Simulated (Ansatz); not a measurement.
# A thicker film of GaN (10-10) from two thinner ones

In a field along its normal an insulating film takes a dipole p. Written as a length, p/(ε₀AE), it should grow by 1 − 1/ε for each ångström added.

How it was computed: Ansatz 0.2.0, plane waves with PAW datasets (its set soft_2), PBE; wurtzite films relaxed at a bulk in-plane lattice constant near the measured one, then held in weak fields of both signs with a dipole correction (A is the cell's area, E the outer field).

```tsv
run	distance between the outer atoms (Å)	p/(ε₀AE) (Å)
3 units	6.562	7.580
4 units	9.363	9.918
6 units	14.968	?
```

**Question.** What value belongs in the row marked “?”, and how far can the other rows tell?

Two rows fix a line: slope = (9.918 − 7.580) / (9.363 − 6.562) = 0.8347, intercept 2.1027. That slope means ε = 1/(1 − 0.8347) = 6.05. At 14.968 it gives 0.8347 × 14.968 + 2.1027 = 14.596 Å, beyond the rows fitted. Rounding of the rows alone allows about ±0.005 Å there; two rows can't show whether the line holds.

The run itself gives 14.573 Å: a miss of −0.023 Å, or 0.2 % of the value. The length is met to within 1 %, though ε is more sensitive than the length: the two thickest films give ε = 5.90.

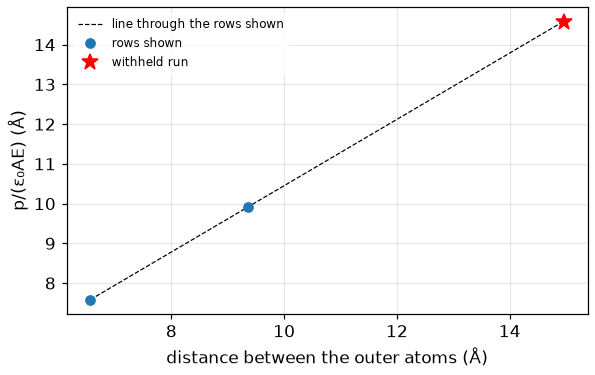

The fit and the withheld run.

Caveats: This is the electronic response alone. A unit is one step of the cut along the normal (a plane, a pair of planes or a cell), and the layers relax along it, away from their bulk spacing where the functional's lattice constant differs from the one held.

[Logs are printed without paths, hosts, clocks, repeated set-up lines and the standing remarks that a program may print on its own settings, such as how far it seeks lower states.]
